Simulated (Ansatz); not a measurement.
GaAs: geometry relaxation (part 3 of 3)

GaAs (slab, 16 atoms in the cell); DFT PBE, scalar-relativistic, plane waves, PAW, no spin polarisation (Ansatz 0.2.0); cutoff 420 eV, 2×3×1 k-mesh, Gaussian smearing of 0.05 eV. The structure derives from an entry of the Crystallography Open Database. The input holds or restrains some coordinates. It belongs to a series of runs on one base structure; here: clean slab, lower planes held.

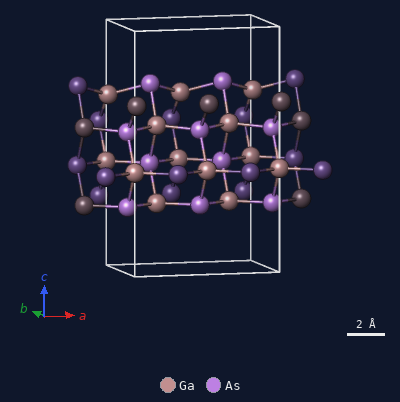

Figure 1. The geometry at step 4 of the log (ball-and-stick view of the cell of the calculation, with the vacuum cut short, seen slightly off an axis; neighbours outside the cell are drawn fainter).

Output, continued
```
  k-point 2: bands = ["-35.3731", "-35.3731", "-35.3694", "-35.3694", "-35.3632", "-35.3632", "-35.3616", "-35.3616", "-35.3531", "-35.3531", "-35.3511", "-35.3511", "-35.3510", "-35.3510", "-35.3504", "-35.3504", "-35.3324", "-35.3324", "-35.3270", "-35.3270", "-35.0865", "-35.0865", "-35.0773", "-35.0773", "-35.0549", "-35.0549", "-35.0480", "-35.0480", "-35.0392", "-35.0392", "-34.8701", "-34.8701", "-34.8665", "-34.8665", "-34.7900", "-34.7900", "-34.7627", "-34.7627", "-34.7455", "-34.7455", "-15.1739", "-15.1739", "-15.1068", "-15.1068", "-15.1063", "-15.1063", "-15.0930", "-15.0930", "-15.0709", "-15.0709", "-15.0582", "-15.0582", "-15.0532", "-15.0532", "-15.0302", "-15.0302", "-14.9996", "-14.9996", "-14.9734", "-14.9734", "-14.9642", "-14.9642", "-14.9617", "-14.9617", "-14.9457", "-14.9457", "-14.9364", "-14.9364", "-14.9325", "-14.9325", "-14.8733", "-14.8733", "-14.8619", "-14.8619", "-14.8375", "-14.8375", "-14.8043", "-14.8043", "-14.7873", "-14.7873", "-11.8128", "-11.8128", "-10.9596", "-10.9596", "-10.2639", "-10.2639", "-10.0131", "-10.0131", "-6.5309", "-6.5309", "-6.0499", "-6.0499", "-4.9620", "-4.9620", "-3.7936", "-3.7936", "-3.6127", "-3.6127", "-2.9805", "-2.9805", "-2.7853", "-2.7853", "-2.5956", "-2.5956", "-1.9076", "-1.9076", "-1.7654", "-1.7654", "-1.2181", "-1.2181", "-0.5539", "-0.5539", "0.5686", "0.5686", "1.6426", "1.6426", "2.2499", "2.2499", "2.5867", "2.5867", "2.8992", "2.8992", "3.3417", "3.3417", "3.5834", "3.5834", "4.0204", "4.0204", "4.3447", "4.3447", "4.8000", "4.8000", "4.9494", "4.9494", "5.1538"]
  k-point 3: bands = ["-35.3731", "-35.3731", "-35.3694", "-35.3694", "-35.3631", "-35.3631", "-35.3617", "-35.3617", "-35.3531", "-35.3531", "-35.3511", "-35.3511", "-35.3510", "-35.3510", "-35.3504", "-35.3504", "-35.3324", "-35.3324", "-35.3270", "-35.3270", "-35.0865", "-35.0865", "-35.0773", "-35.0773", "-35.0549", "-35.0549", "-35.0480", "-35.0480", "-35.0392", "-35.0392", "-34.8701", "-34.8701", "-34.8665", "-34.8665", "-34.7900", "-34.7900", "-34.7627", "-34.7627", "-34.7455", "-34.7455", "-15.1749", "-15.1749", "-15.1072", "-15.1072", "-15.1047", "-15.1047", "-15.0923", "-15.0923", "-15.0708", "-15.0708", "-15.0577", "-15.0577", "-15.0446", "-15.0446", "-15.0313", "-15.0313", "-14.9999", "-14.9999", "-14.9780", "-14.9780", "-14.9700", "-14.9700", "-14.9601", "-14.9601", "-14.9460", "-14.9460", "-14.9360", "-14.9360", "-14.9319", "-14.9319", "-14.8776", "-14.8776", "-14.8647", "-14.8647", "-14.8384", "-14.8384", "-14.8039", "-14.8039", "-14.7867", "-14.7867", "-11.4932", "-11.4932", "-10.8567", "-10.8567", "-10.6148", "-10.6148", "-10.2392", "-10.2392", "-6.1547", "-6.1547", "-5.9553", "-5.9553", "-5.3452", "-5.3452", "-4.7600", "-4.7600", "-3.2845", "-3.2845", "-3.1814", "-3.1814", "-2.5631", "-2.5631", "-2.1367", "-2.1367", "-1.9062", "-1.9062", "-1.5073", "-1.5073", "-1.1017", "-1.1017", "-0.4547", "-0.4547", "0.5379", "0.5379", "1.5983", "1.5983", "2.1895", "2.1895", "2.6811", "2.6811", "3.3321", "3.3321", "3.7833", "3.7833", "4.1804", "4.1804", "4.4748", "4.4748", "4.6845", "4.6845", "4.9916", "4.9916", "5.1290", "5.1290", "5.2489"]
--- Relaxed structure (6 steps of the walk, 6 accepted, 0 SCFs on fresh bases) ---
  F+E_penalty+E_count = -69114.00893704 eV   max|allowed force component| = 2.538e-2 eV/Å
  atoms:
    - { symbol: Ga, position: [0.24999999999999997, 0.49999999999999994, 0.36209088489999997] }
    - { symbol: Ga, position: [0.7499999999999999, 0.49999999999999994, 0.36209088489999997] }
    - { symbol: As, position: [0.49999999999999994, 0.24999999999999997, 0.36209088489999997] }
    - { symbol: As, position: [0.0, 0.24999999999999997, 0.36209088489999997] }
    - { symbol: Ga, position: [0.49999999999999994, 0.0, 0.454030295] }
    - { symbol: Ga, position: [0.0, 0.0, 0.454030295] }
    - { symbol: As, position: [0.7499999999999999, 0.7499999999999999, 0.454030295] }
    - { symbol: As, position: [0.24999999999999997, 0.7499999999999999, 0.454030295] }
    - { symbol: Ga, position: [0.7499999999999999, 0.5053677290984884, 0.5516131813469405] }
    - { symbol: Ga, position: [0.24999999999999997, 0.5053677290984884, 0.5516131813469405] }
    - { symbol: As, position: [4.7623123501752067e-20, 0.2576415134518401, 0.546127454993788] }
    - { symbol: As, position: [0.49999999999999994, 0.2576415134518401, 0.546127454993788] }
    - { symbol: Ga, position: [-5.543550591590237e-18, -0.05934833594850639, 0.6195462903399924] }
    - { symbol: Ga, position: [0.49999999999999994, -0.05934833594850639, 0.6195462903399924] }
    - { symbol: As, position: [0.24999999999999997, 0.7281211684107354, 0.6486389721637303] }
    - { symbol: As, position: [0.7499999999999999, 0.7281211684107354, 0.6486389721637303] }
```

Trajectory as extended XYZ (Å, eV, eV/Å), 6 frames, from step=1 to step=6
```
16
Lattice="8.1252 0.0000 0.0000 0.0000 5.7454 0.0000 0.0000 0.0000 22.0939" Properties=species:S:1:pos:R:3:forces:R:3 step=1 energy=-69112.93484
Ga    2.0313    2.8727    8.0000    0.0000  -0.8166   1.1467
Ga    6.0939    2.8727    8.0000    0.0000  -0.8166   1.1467
As    4.0626    1.4363    8.0000    0.0000   0.1802  -1.0707
As    0.0000    1.4363    8.0000    0.0000   0.1802  -1.0707
Ga    4.0626    0.0000   10.0313    0.0000   0.0514   0.0009
Ga    0.0000    0.0000   10.0313    0.0000   0.0514   0.0009
As    6.0939    4.3090   10.0313    0.0000   0.5852  -0.5617
As    2.0313    4.3090   10.0313    0.0000   0.5852  -0.5617
Ga    6.0939    2.8727   12.0626    0.0000   0.0510  -0.0005
Ga    2.0313    2.8727   12.0626    0.0000   0.0510  -0.0005
As    0.0000    1.4363   12.0626    0.0000   0.5853   0.5609
As    4.0626    1.4363   12.0626    0.0000   0.5853   0.5609
Ga    0.0000    0.0000   14.0939    0.0000  -0.8172  -1.1468
Ga    4.0626    0.0000   14.0939    0.0000  -0.8172  -1.1468
As    2.0313    4.3090   14.0939    0.0000   0.1804   1.0706
As    6.0939    4.3090   14.0939    0.0000   0.1804   1.0706
16
Lattice="8.1252 0.0000 0.0000 0.0000 5.7454 0.0000 0.0000 0.0000 22.0939" Properties=species:S:1:pos:R:3:forces:R:3 step=2 energy=-69113.66468
Ga    2.0313    2.8727    8.0000    0.0000  -0.9303   1.2177
Ga    6.0939    2.8727    8.0000    0.0000  -0.9303   1.2177
As    4.0626    1.4363    8.0000    0.0000   0.2190  -1.1966
As    0.0000    1.4363    8.0000    0.0000   0.2190  -1.1966
Ga    4.0626    0.0000   10.0313    0.0000   0.3126   0.2780
Ga    0.0000    0.0000   10.0313    0.0000   0.3126   0.2780
As    6.0939    4.3090   10.0313    0.0000   0.6376  -0.4940
As    2.0313    4.3090   10.0313    0.0000   0.6376  -0.4940
Ga    6.0939    2.9188   12.0995    0.0000   0.1123   0.2704
Ga    2.0313    2.9188   12.0995    0.0000   0.1123   0.2704
As    0.0000    1.5032   12.0828    0.0000   0.0324   0.1638
As    4.0626    1.5032   12.0828    0.0000   0.0324   0.1638
Ga    0.0000   -0.1233   13.9430    0.0000  -0.4494  -0.7133
Ga    4.0626   -0.1233   13.9430    0.0000  -0.4494  -0.7133
As    2.0313    4.2554   14.2364    0.0000   0.0662   0.4743
As    6.0939    4.2554   14.2364    0.0000   0.0662   0.4743
16
Lattice="8.1252 0.0000 0.0000 0.0000 5.7454 0.0000 0.0000 0.0000 22.0939" Properties=species:S:1:pos:R:3:forces:R:3 step=3 energy=-69113.96068
Ga    2.0313    2.8727    8.0000    0.0000  -0.9936   1.2494
Ga    6.0939    2.8727    8.0000    0.0000  -0.9936   1.2494
As    4.0626    1.4363    8.0000    0.0000   0.2454  -1.2752
As    0.0000    1.4363    8.0000    0.0000   0.2454  -1.2752
Ga    4.0626    0.0000   10.0313    0.0000   0.4188   0.3294
Ga    0.0000    0.0000   10.0313    0.0000   0.4188   0.3294
As    6.0939    4.3090   10.0313    0.0000   0.5705  -0.3347
As    2.0313    4.3090   10.0313    0.0000   0.5705  -0.3347
Ga    6.0939    2.9462   12.1580    0.0000  -0.0272   0.2459
Ga    2.0313    2.9462   12.1580    0.0000  -0.0272   0.2459
As    0.0000    1.5174   12.0815    0.0000  -0.0712  -0.0229
As    4.0626    1.5174   12.0815    0.0000  -0.0712  -0.0229
Ga    0.0000   -0.2394   13.7865    0.0000  -0.1693  -0.2083
Ga    4.0626   -0.2394   13.7865    0.0000  -0.1693  -0.2083
As    2.0313    4.2266   14.3319    0.0000   0.0267   0.0166
As    6.0939    4.2266   14.3319    0.0000   0.0267   0.0166
16
Lattice="8.1252 0.0000 0.0000 0.0000 5.7454 0.0000 0.0000 0.0000 22.0939" Properties=species:S:1:pos:R:3:forces:R:3 step=4 energy=-69113.99680
Ga    2.0313    2.8727    8.0000    0.0000  -0.9673   1.2820
Ga    6.0939    2.8727    8.0000    0.0000  -0.9673   1.2820
As    4.0626    1.4363    8.0000    0.0000   0.2412  -1.2742
As    0.0000    1.4363    8.0000    0.0000   0.2412  -1.2742
Ga    4.0626    0.0000   10.0313    0.0000   0.2875   0.1625
Ga    0.0000    0.0000   10.0313    0.0000   0.2875   0.1625
As    6.0939    4.3090   10.0313    0.0000   0.3077  -0.0461
As    2.0313    4.3090   10.0313    0.0000   0.3077  -0.0461
Ga    6.0939    2.8643   12.2388    0.0000   0.0869  -0.1869
Ga    2.0313    2.8643   12.2388    0.0000   0.0869  -0.1869
As    0.0000    1.4487   12.0832    0.0000   0.0116   0.0425
As    4.0626    1.4487   12.0832    0.0000   0.0116   0.0425
Ga    0.0000   -0.3778   13.7042    0.0000   0.0300  -0.0037
Ga    4.0626   -0.3778   13.7042    0.0000   0.0300  -0.0037
As    2.0313    4.1569   14.3658    0.0000   0.0029   0.0240
As    6.0939    4.1569   14.3658    0.0000   0.0029   0.0240
16
Lattice="8.1252 0.0000 0.0000 0.0000 5.7454 0.0000 0.0000 0.0000 22.0939" Properties=species:S:1:pos:R:3:forces:R:3 step=5 energy=-69114.00894
Ga    2.0313    2.8727    8.0000    0.0000  -0.9900   1.2735
Ga    6.0939    2.8727    8.0000    0.0000  -0.9900   1.2735
As    4.0626    1.4363    8.0000    0.0000   0.2423  -1.2999
As    0.0000    1.4363    8.0000    0.0000   0.2423  -1.2999
Ga    4.0626    0.0000   10.0313    0.0000   0.3397   0.2060
Ga    0.0000    0.0000   10.0313    0.0000   0.3397   0.2060
As    6.0939    4.3090   10.0313    0.0000   0.4314  -0.2122
As    2.0313    4.3090   10.0313    0.0000   0.4314  -0.2122
Ga    6.0939    2.9035   12.1873    0.0000  -0.0196   0.0031
Ga    2.0313    2.9035   12.1873    0.0000  -0.0196   0.0031
As    0.0000    1.4803   12.0661    0.0000  -0.0043   0.0255
As    4.0626    1.4803   12.0661    0.0000  -0.0043   0.0255
Ga    0.0000   -0.3410   13.6882    0.0000   0.0058  -0.0032
Ga    4.0626   -0.3410   13.6882    0.0000   0.0058  -0.0032
As    2.0313    4.1833   14.3310    0.0000  -0.0056   0.0076
As    6.0939    4.1833   14.3310    0.0000  -0.0056   0.0076
16
Lattice="8.1252 0.0000 0.0000 0.0000 5.7454 0.0000 0.0000 0.0000 22.0939" Properties=species:S:1:pos:R:3:forces:R:3 step=6 energy=-69114.00894
Ga    2.0313    2.8727    8.0000    0.0000  -0.9899   1.2735
Ga    6.0939    2.8727    8.0000    0.0000  -0.9899   1.2735
As    4.0626    1.4363    8.0000    0.0000   0.2423  -1.2999
As    0.0000    1.4363    8.0000    0.0000   0.2423  -1.2999
Ga    4.0626    0.0000   10.0313    0.0000   0.3397   0.2060
Ga    0.0000    0.0000   10.0313    0.0000   0.3397   0.2060
As    6.0939    4.3090   10.0313    0.0000   0.4314  -0.2122
As    2.0313    4.3090   10.0313    0.0000   0.4314  -0.2122
Ga    6.0939    2.9035   12.1873    0.0000  -0.0195   0.0029
Ga    2.0313    2.9035   12.1873    0.0000  -0.0195   0.0029
As    0.0000    1.4803   12.0661    0.0000  -0.0043   0.0254
As    4.0626    1.4803   12.0661    0.0000  -0.0043   0.0254
Ga    0.0000   -0.3410   13.6882    0.0000   0.0059  -0.0032
Ga    4.0626   -0.3410   13.6882    0.0000   0.0059  -0.0032
As    2.0313    4.1833   14.3310    0.0000  -0.0056   0.0076
As    6.0939    4.1833   14.3310    0.0000  -0.0056   0.0076
```

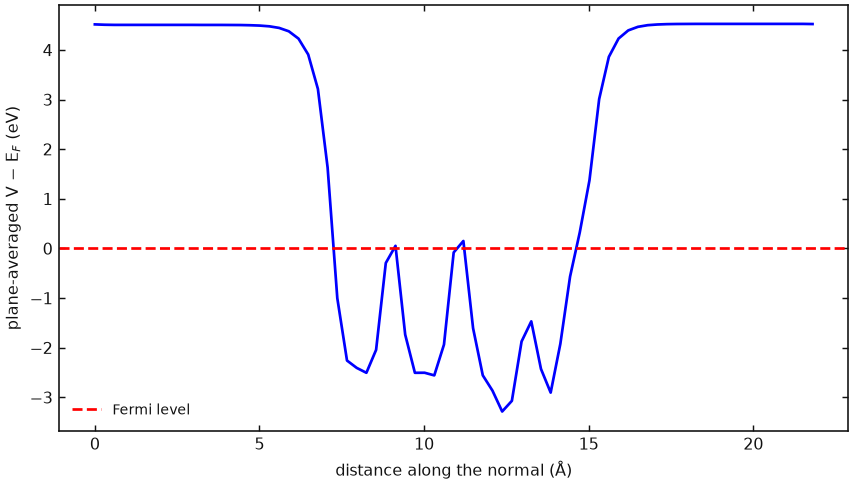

Figure 2. Plane average of the electrostatic potential energy of an electron across the cell, from the Fermi level. The vacuum level lies 4.52 eV above the Fermi level on the upper side and 4.50 eV on the lower.

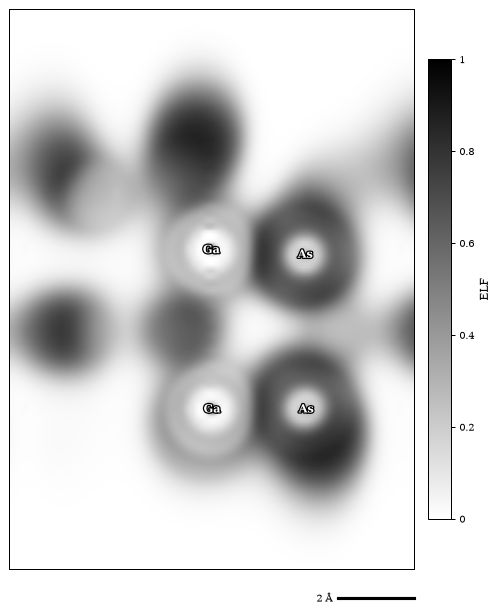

Figure 3. ELF on the (110) plane of the calculation cell, a cut from vacuum to vacuum. The plane passes through Ga and As nuclei. Ga–As (2.49 Å): the ELF is about 0.70 at the midpoint. The strong features right at Ga lie inside the PAW spheres (semicore, d or f shells) and say nothing about bonding. In a PAW calculation such maps are meaningful between the atoms, not at the nuclei.

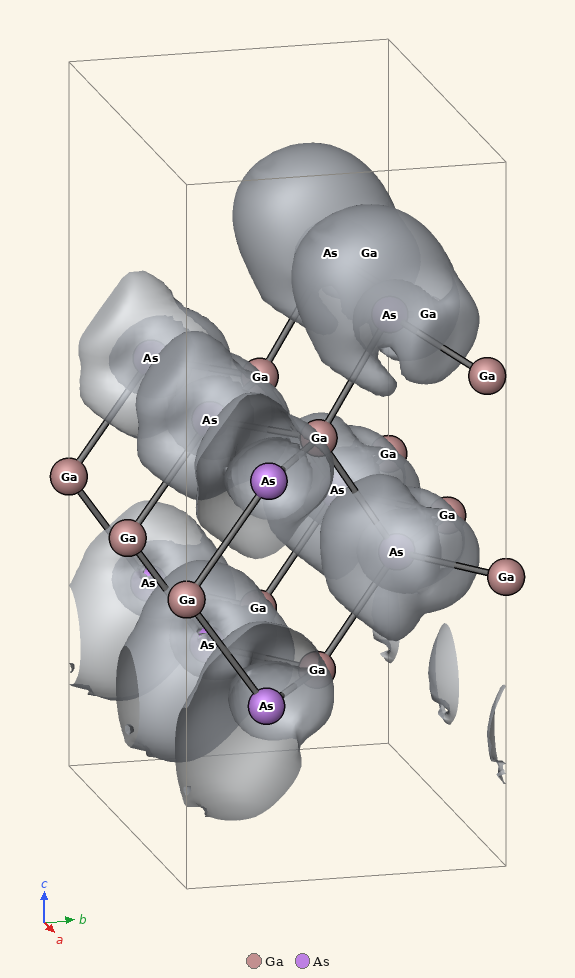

Figure 4. Isosurface of the electron localisation function at 0.6 (grey), seen slightly off an axis. Only the valence region is drawn (cores and ρ < 0.01 e/Å³ removed). Sticks mark near contacts. Counts are for one cell; the picture repeats the cell along the surface. Along the contacts the grid gives the following. Ga–As (2.48 Å): the ELF peaks at about 0.80 between the atoms, as expected for localised, shared-pair bonding.

This output came from the following input.

The input
```yaml
crystal:
  lattice:
    - [8.1252007312, 0.0, 0.0]
    - [0.0, 5.7453845355, 0.0]
    - [0.0, 0.0, 22.0939005484]
  atoms:
    - { symbol: Ga, position: [0.25, 0.5, 0.3620908849] }
    - { symbol: Ga, position: [0.75, 0.5, 0.3620908849] }
    - { symbol: As, position: [0.5, 0.25, 0.3620908849] }
    - { symbol: As, position: [0.0, 0.25, 0.3620908849] }
    - { symbol: Ga, position: [0.5, 0.0, 0.454030295] }
    - { symbol: Ga, position: [0.0, 0.0, 0.454030295] }
    - { symbol: As, position: [0.75, 0.75, 0.454030295] }
    - { symbol: As, position: [0.25, 0.75, 0.454030295] }
    - { symbol: Ga, position: [0.75, 0.5, 0.545969705] }
    - { symbol: Ga, position: [0.25, 0.5, 0.545969705] }
    - { symbol: As, position: [0.0, 0.25, 0.545969705] }
    - { symbol: As, position: [0.5, 0.25, 0.545969705] }
    - { symbol: Ga, position: [0.0, 0.0, 0.6379091151] }
    - { symbol: Ga, position: [0.5, 0.0, 0.6379091151] }
    - { symbol: As, position: [0.25, 0.75, 0.6379091151] }
    - { symbol: As, position: [0.75, 0.75, 0.6379091151] }
basis:
  ecutwfc: 420
kpoints:
  mp_grid: { grid: [2, 3, 1] }
hamiltonian:
  xc: pbe
scf:
  occupations: { method: gaussian, width: 0.05 }
output:
  forces: true
  eigenvalues: true
  write_density: true
  write_potential: true
  elf: true
  volumetric_format: npy
relax:
  adjacent_minimum: "off"
  f_tol: 0.03
  max_steps: 70
  constraints: [{ sites: [0, 1, 2, 3, 4, 5, 6, 7] }]
efield:
  axis: 3
  dipole_correction: true
  ramp_width: 0.04
```

Run as:
```bash
ansatz run input.yaml --threads 4 --pin off --max-ram 10240MiB --backend cpu --events-out ev --progress --plain --runs-dir out
```

Key numbers

- outcome: converged under the restraints of the input
- electrons treated: 224
- free energy: −69114.0089 eV
- work function, top face: 4.52 eV
- work function, bottom face: 4.50 eV
- Fermi energy: 0.002 eV
- gap on the k-point mesh: 0.64 eV
- final volume: 1031.40 Å³
- work function (upper face): 4.52 eV
- largest force (length of the vector) at the end, held atoms and coordinates included: 1.613 eV/Å
- hardware: 4 threads of Arm Neoverse V2, 24 GiB of memory available, shared host
- wall time: 1.8 min (CPU time 5.6 min)
- peak memory: 2.2 GiB

Remarks

The program warns: the exchange-correlation potential is rough where the density is thin.
